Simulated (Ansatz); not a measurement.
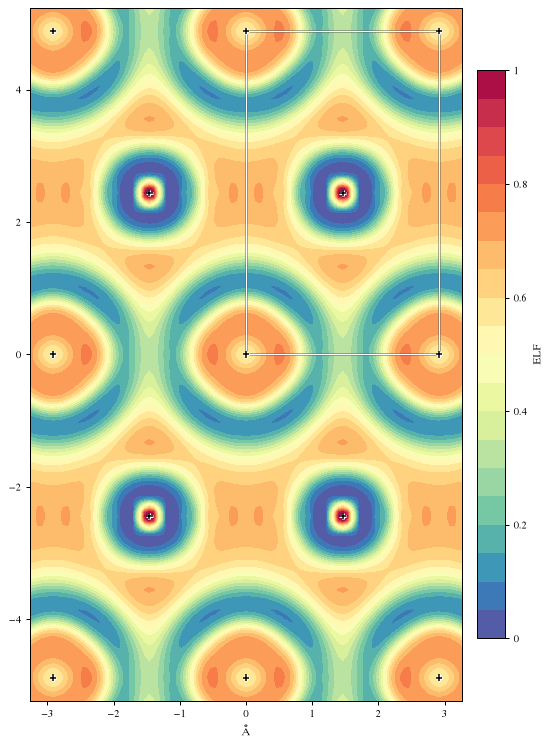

The ELF on a plane through atoms (crosses mark nuclei in the plane).

All numbers below come from DFT PBE, scalar-relativistic, plane waves, PAW (Ansatz).

Candidates:
A. AlNi, a = 2.89 Å, b = 2.89 Å, c = 2.90 Å, α = 90.00°, β = 90.00°, γ = 90.00°. Space group Pm; a structure from a database of computed crystals, not necessarily the ambient phase; not relaxed (largest force 0.9 eV/Å); computed without spin polarisation; PAW files of the earlier set (soft_1).
B. TiAl, a = 2.92 Å, b = 2.92 Å, c = 3.91 Å, α = 90.00°, β = 90.00°, γ = 90.00°. Space group P4/mmm; computed pressure about −3 GPa in this cell; computed without spin polarisation; PAW files of the earlier set (soft_1).

Q: Which system is this?

A: Candidate B: TiAl on the (101) plane of the conventional cell, which holds Ti and Al. Ti–Al (2.84 Å): the ELF is about 0.35 at the midpoint. Ti–Ti (2.92 Å): the ELF is about 0.35 at the midpoint.
